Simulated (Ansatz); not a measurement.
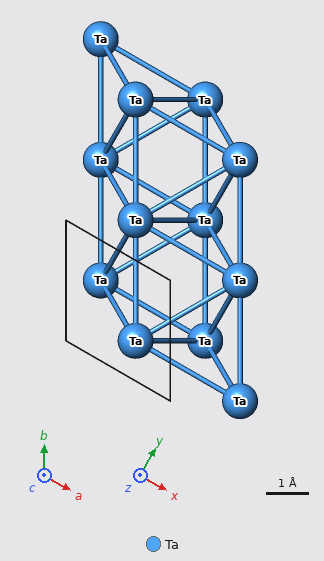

A crystal of Ta (P6_3/mmc): the cell is strained along x and oppositely along y, with the atoms kept at their fractional coordinates. x, y and z are the Cartesian axes of the input. The picture shows the reference cell. A ball-and-stick model of the cell of the calculation, repeated 2 × 3 × 1 with one cell outlined, seen along the c axis.

The calculation used Ansatz, DFT PBEsol, scalar-relativistic, plane waves, PAW. Settings: plane-wave cutoff 420 eV; k-point mesh 18 × 18 × 10; occupations gaussian; smearing width 0.15 eV; no spin polarisation. Energies (free energies at the smearing named) are counted from the cell as listed in its source, which wasn't relaxed.

```xyz
2
Lattice="2.9004 0.0000 0.0000 -1.4502 2.5118 0.0000 0.0000 0.0000 5.1663" Properties=species:S:1:pos:R:3 pbc="T T T"
Ta    1.4502    0.8373    3.8747
Ta    0.0000    1.6745    1.2916
```

### Give the energy at each point (the strain: −0.0200, −0.0150, −0.0100, −0.0050, 0.0000, 0.0050, 0.0100, 0.0150, 0.0175, 0.0200).

| strain | energy change (meV/atom) |
| --- | --- |
| −0.0200 | 2.53 |
| −0.0150 | 1.55 |
| −0.0100 | 0.73 |
| −0.0050 | 0.19 |
| 0.0000 | 0.00 |
| 0.0050 | 0.19 |
| 0.0100 | 0.75 |
| 0.0150 | 1.60 |
| 0.0175 | 2.12 |
| 0.0200 | 2.68 |

Of the computed points the lowest is at the strain 0.00, 0.00 meV/atom. The end points stand at 2.53 meV/atom (−0.02) and 2.68 meV/atom (0.02). The unrelaxed reference is under a pressure of −7.1 GPa. The distortion takes the space group from P6_3/mmc to Cmcm. At the strain −0.02 the cell of the drawing goes a 2.900 → 2.842 Å, b 2.900 → 2.930 Å, γ 120.0° → 119.0°.
